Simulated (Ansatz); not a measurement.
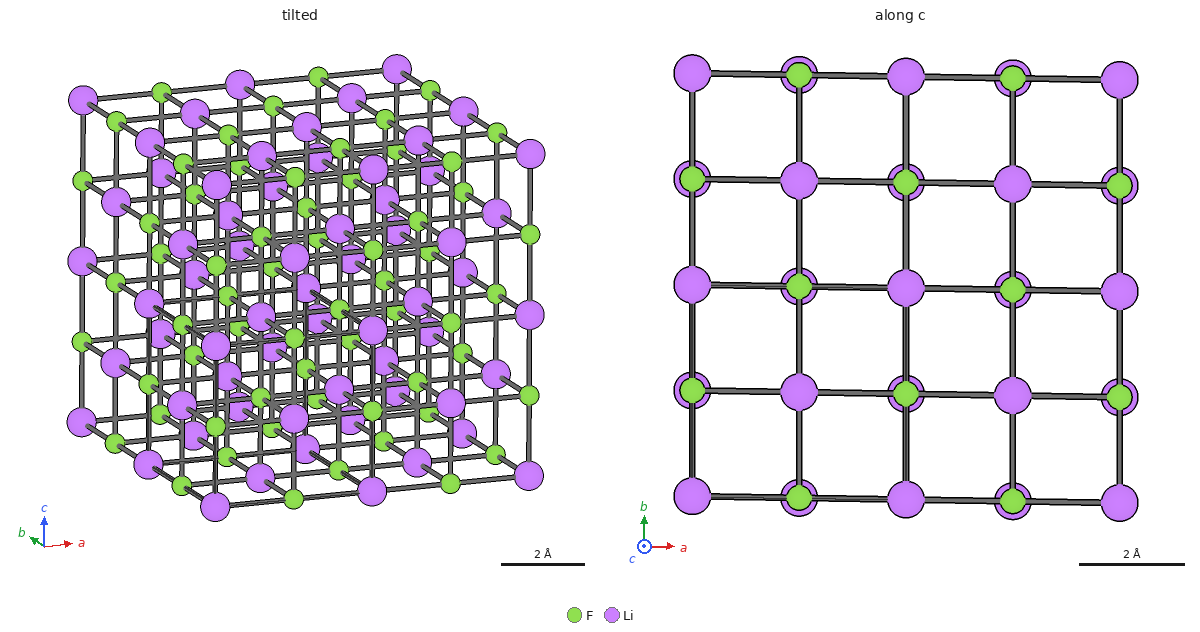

Ball-and-stick drawing of the structure, looking slightly off an axis and along the c axis. A 2×2×2 array of cells is drawn; the drawn cell (a repeat of the simulation cell) has the solid edges.

What can be read from this drawing?

The solid is LiF. Strictly the space group is C2/m (No. 12, within 0.01 Å). It is a distorted form of a face-centred cubic structure, space group Fm-3m (No. 225) within 0.25 Å: rock salt (NaCl type). Cell content 4 Li, 4 F; Z = 4. Around each F lie six Li in an octahedral arrangement at about 2.0 Å. Around each Li lie six F in an octahedral arrangement at about 2.0 Å. The bonds build a three-dimensional framework.

The model was built from a structure listed in the Materials Project. Earlier steps of the study may have refined or changed the cell and positions. It went into a calculation with Ansatz.
